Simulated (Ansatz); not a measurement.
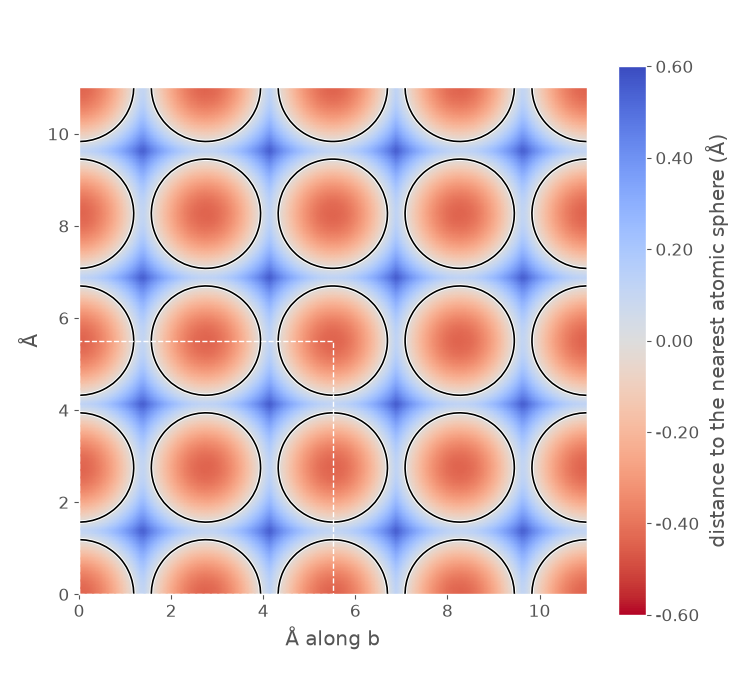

Map of the distance to the nearest atomic sphere in LiBr (Fm-3m, No. 225), computed on the section x = 0.250 (parallel to b and c; the dashed line is one cell). The black line marks the spheres' surfaces; positive values are empty space; unlabelled circles belong to atoms above or below the section.

Atoms are hard spheres with Shannon crystal radii (six-coordinate where tabulated): Li 0.90 Å, Br 1.82 Å.

Source of the atomic positions: the geometry relaxed with Ansatz, DFT PBE, scalar-relativistic, plane waves, PAW.

```
CELL_PARAMETERS angstrom
5.51081 0.00000 0.00000
0.00000 5.51081 0.00000
0.00000 0.00000 5.51081
ATOMIC_POSITIONS crystal
Li 0.00000 0.00000 0.00000
Br 0.50000 0.00000 0.00000
Li 0.00000 0.50000 0.50000
Br 0.50000 0.50000 0.50000
Li 0.50000 0.00000 0.50000
Br 0.00000 0.00000 0.50000
Li 0.50000 0.50000 0.00000
Br 0.00000 0.50000 0.00000
```

Q: Where is the largest hole in this section, and how large is it?

A: At 0.250, 0.250, 0.250 (fractional), where the distance reaches 0.57 Å; it is enclosed by 4 Br in a tetrahedral arrangement. It is the largest hole of the crystal.

Q: How much of the crystal lies outside the spheres?

A: About 32 % of the cell's volume, and 41 % of this section's area.

Q: What can pass through?

A: The largest sphere that fits anywhere has a diameter of 1.13 Å; the largest that can travel through the crystal, about 0.6 Å.
